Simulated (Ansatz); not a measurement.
Ga$_{24}$N$_{23}$ (cell charge +2, with a compensating background) (cell with a defect)

The calculation's input:

```
crystal:
  lattice:
    - [-3.218370816, 5.5743817707, -5.2431684095]
    - [6.4367416318, 1.0e-10, -5.2431684095]
    - [-3.2183708159, -5.5743817708, -5.2431684095]
  atoms:
    - { symbol: Ga, position: [0.0150000689, 0.1816667356, 0.3483334023], spin: 0.75 }
    - { symbol: Ga, position: [0.6663953118, 0.3350014889, 0.5009959267] }
    - { symbol: Ga, position: [0.3329207982, 0.0019102235, 0.1648664863] }
    - { symbol: Ga, position: [0.1676625934, 0.8330619784, 0.5016681556] }
    - { symbol: Ga, position: [0.8315331529, 0.4995874649, 0.1685768901] }
    - { symbol: Ga, position: [0.4999682396, 0.6646926873, 0.334338403] }
    - { symbol: Ga, position: [0.1683348223, 0.3343292601, -0.0002713549] }
    - { symbol: Ga, position: [0.8352435568, -0.0018001804, 0.6662541316] }
    - { symbol: Ga, position: [0.4980260206, 0.1676717363, 0.833301573] }
    - { symbol: Ga, position: [0.0010050697, 0.6666349063, 0.8313593539] }
    - { symbol: Ga, position: [0.6674371472, 0.8341038139, 0.0007704805] }
    - { symbol: Ga, position: [0.3340837127, 0.5007503793, 0.667417046] }
    - { symbol: Ga, position: [0.0121319441, 0.8137807093, 0.1626184588], spin: 0.75 }
    - { symbol: Ga, position: [0.6471140426, -0.0040482078, 0.3454652774], spin: 0.75 }
    - { symbol: Ga, position: [0.3354660914, 0.6647742545, -0.0011262902] }
    - { symbol: Ga, position: [0.1701849223, 0.5011259021, 0.3340962522] }
    - { symbol: Ga, position: [0.8292851255, 0.1787986107, -0.019552624], spin: 0.75 }
    - { symbol: Ga, position: [0.4987562402, 0.3330709836, 0.1658016573] }
    - { symbol: Ga, position: [0.1664043169, -0.0008650093, 0.8320895735] }
    - { symbol: Ga, position: [0.832468324, 0.6654229068, 0.4997376503] }
    - { symbol: Ga, position: [0.4981075878, 0.8322070431, 0.6687994247] }
    - { symbol: Ga, position: [0.0007629189, 0.3368515889, 0.6677925687] }
    - { symbol: Ga, position: [0.6655403765, 0.502132758, 0.8314409212] }
    - { symbol: Ga, position: [0.3344592354, 0.1674295855, 0.5035182556] }
    - { symbol: "N", position: [0.5423910076, 0.2088992172, 0.3739490357] }
    - { symbol: "N", position: [0.2081180573, 0.8757227184, 0.0408390552] }
    - { symbol: "N", position: [0.0406157024, 0.7090576743, 0.3755658839] }
    - { symbol: "N", position: [0.7075057219, 0.3747847239, 0.042389385] }
    - { symbol: "N", position: [0.3751301924, 0.5412183358, 0.2072776894] }
    - { symbol: "N", position: [0.0422325506, 0.207282369, 0.875724341] }
    - { symbol: "N", position: [0.7090560517, 0.8741723885, 0.5414513906] }
    - { symbol: "N", position: [0.3745516691, 0.0406110228, 0.7084635258] }
    - { symbol: "N", position: [0.8739443561, 0.5417968591, 0.7078850024] }
    - { symbol: "N", position: [0.5424187794, 0.7090854461, 0.8757521128] }
    - { symbol: "N", position: [0.2076346848, 0.3743013515, 0.5409680182] }
    - { symbol: "N", position: [0.2089211746, 0.0401296782, 0.3741193912] }
    - { symbol: "N", position: [0.8734630116, 0.2074527245, 0.5422545079] }
    - { symbol: "N", position: [0.5410282151, 0.874593612, 0.207743405] }
    - { symbol: "N", position: [0.3747745317, 0.707909573, 0.5409972207] }
    - { symbol: "N", position: [0.0407860579, 0.3755878413, 0.2067963449] }
    - { symbol: "N", position: [0.7076879927, 0.5408555112, 0.3746376807] }
    - { symbol: "N", position: [0.3741888445, 0.2079710141, 0.041021326] }
    - { symbol: "N", position: [0.0413043474, 0.8743546593, 0.7075221779] }
    - { symbol: "N", position: [0.7079269454, 0.0410767384, 0.8743615485] }
    - { symbol: "N", position: [0.2076638874, 0.5414411983, 0.8745762397] }
    - { symbol: "N", position: [0.8744100717, 0.7076948818, 0.0412602787] }
    - { symbol: "N", position: [0.5412429064, 0.374330554, 0.708107865] }
  host:
    lattice:
      - [3.2183708159, 0.0, 0.0]
      - [-1.609185408, 2.7871908854, 0.0]
      - [0.0, 0.0, 5.2431684095]
    atoms:
      - { symbol: Ga, position: [0.6666666667, 0.3333333333, 0.4991348631] }
      - { symbol: Ga, position: [0.3333333333, 0.6666666667, 0.9991348631] }
      - { symbol: "N", position: [0.6666666667, 0.3333333333, 0.8758651369] }
      - { symbol: "N", position: [0.3333333333, 0.6666666667, 0.3758651369] }
total_charge: 2
basis:
  ecutwfc: 420
  xc_grid: 2
kpoints:
  mp_grid: { grid: [3, 3, 3], shift: [0.0, 0.0, 0.0] }
hamiltonian:
  xc: pbe
scf:
  occupations: { method: gaussian, width: 0.01 }
output:
  forces: true
  stress: false
  eigenvalues: true
  populations: true
  charged_corrections:
    defect_position: [0.87471162, 0.04137829, 0.20804495]
    epsilon: [[10.4928, 0.0, 0.0], [0.0, 10.4928, 0.0], [0.0, 0.0, 11.6882]]
  write_density: true
  write_potential: true
  elf: true
  volumetric_format: npy
magnetization:
  spin_polarized: true
relax:
  adjacent_minimum: "off"
  f_tol: 0.025
  max_steps: 45
```

Command:

```sh
ansatz run input.yaml --threads 4 --pin off --max-ram 10240MiB --backend cpu --events-out ev --progress --plain --runs-dir out
```

Spin-polarised.

Method: DFT PBE, scalar-relativistic, plane waves, PAW in Ansatz.

Core electrons are frozen (PAW), and the valence fields are smoothed inside the atomic spheres.

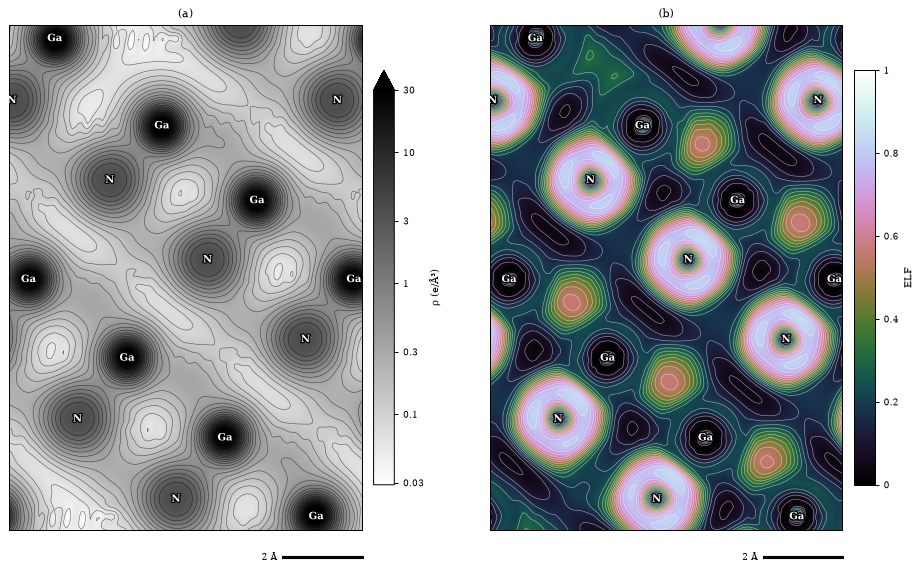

Figure 1. (a) valence pseudo-density; (b) electron localisation function on the (101̄) plane of the calculation cell.

**Describe what can be read from this map.**

Atoms in the plane: Ga and N.
Ga–N (1.92 Å): the density is about 0.78 e/Å³ at the midpoint; the ELF peaks at about 0.85 in the valence shell of N, 0.6 Å from its nucleus, and is about 0.50 at the midpoint.
Ga–N (1.97 Å): ρ at the midpoint is about 0.71 e/Å³; the ELF peaks at about 0.85 in the valence shell of N, 0.7 Å from its nucleus, and is about 0.45 at the midpoint.
Ga–N (2.00 Å): ρ at the midpoint is about 0.66 e/Å³; the ELF peaks at about 0.85 in the valence shell of N, 0.7 Å from its nucleus, and is about 0.45 at the midpoint.
Between the atoms the lowest density in this plane is 0.03 e/Å³.

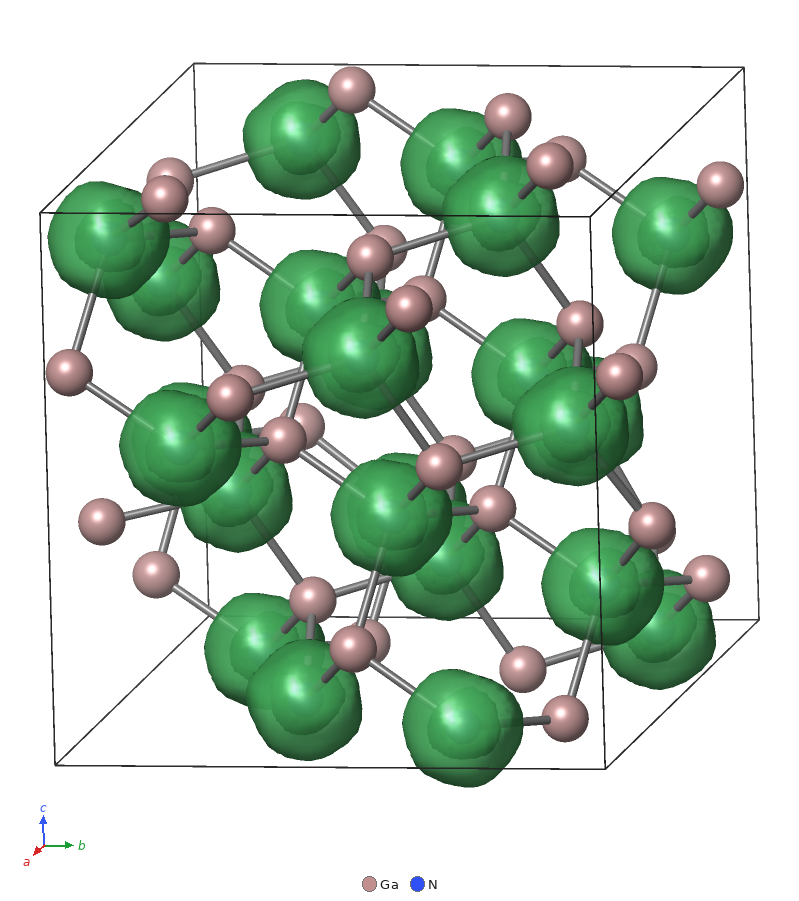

Figure 2. Isosurface of the ELF at 0.75 (green), seen slightly off an axis. Only the valence region is drawn (cores and ρ < 0.01 e/Å³ removed). Sticks mark near contacts.

**Where are the electrons localised?**

At this value the surface marks out 23 regions wrapped around N (the valence shell of each), counted in one cell of 47 atoms. Any copies at cell faces, edges or corners count once. Profiles from the grid: Ga–N (1.91 Å): the ELF peaks at about 0.85 in the valence shell of N, 0.6 Å from its nucleus, and is about 0.50 at the midpoint. Ga–N (1.96 Å): the ELF peaks at about 0.85 in the valence shell of N, 0.7 Å from its nucleus, and is about 0.50 at the midpoint.

**Does the calculation give a band gap?**

It is gapless in this calculation (a metal or semimetal).
